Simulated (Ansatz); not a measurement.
Geometry optimisation.

Program: Ansatz.

```
crystal:
  lattice:
    - [3.3191653959, -2.193714414, 0.0]
    - [3.3191653959, 2.193714414, 0.0]
    - [0.0, 0.0, 8.9487078075]
  atoms:
    - { symbol: Pb, position: [0.85, 0.15, 0.117] }
    - { symbol: Pb, position: [0.65, 0.35, 0.617] }
    - { symbol: Pb, position: [0.15, 0.85, 0.883] }
    - { symbol: Pb, position: [0.35, 0.65, 0.383] }
basis:
  ecutwfc: 420
kpoints:
  mp_grid: { grid: [6, 6, 2] }
hamiltonian:
  xc: pbesol
scf:
  occupations: { method: gaussian, width: 0.1 }
  lower_state_search: "off"
output:
  forces: true
  stress: true
  eigenvalues: true
relax:
  adjacent_minimum: "off"
  f_tol: 0.04
  max_steps: 70
  cell: { stress_tol: 0.4 }
```

Q: How does the optimisation go?

A: The optimisation met its thresholds at geometry 11, counting the start as the first. The energy fell by about 860 meV/atom from the first step to the last. Steps 8 and 10 went uphill and were rejected by the line search. The largest force component goes from about 4.6 eV/Å at the start to 1.3 × 10⁻³ eV/Å at the end. The volume shrinks from 32.6 to 30.1 Å³ per atom (−8 %), overshooting to 29.8 at step 6.

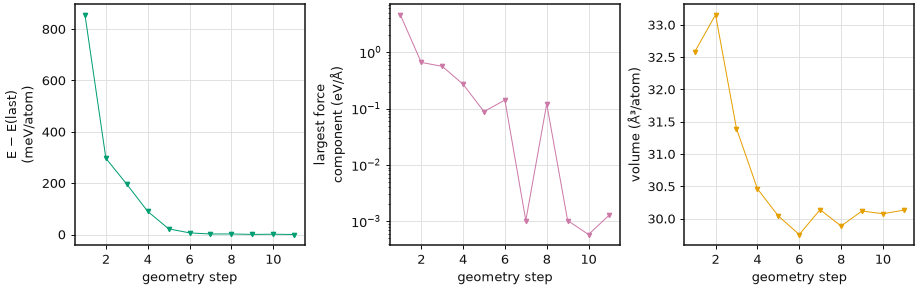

History of the run, step by step. Atoms and cell relax. A closing SCF on a freshly chosen basis isn't drawn.
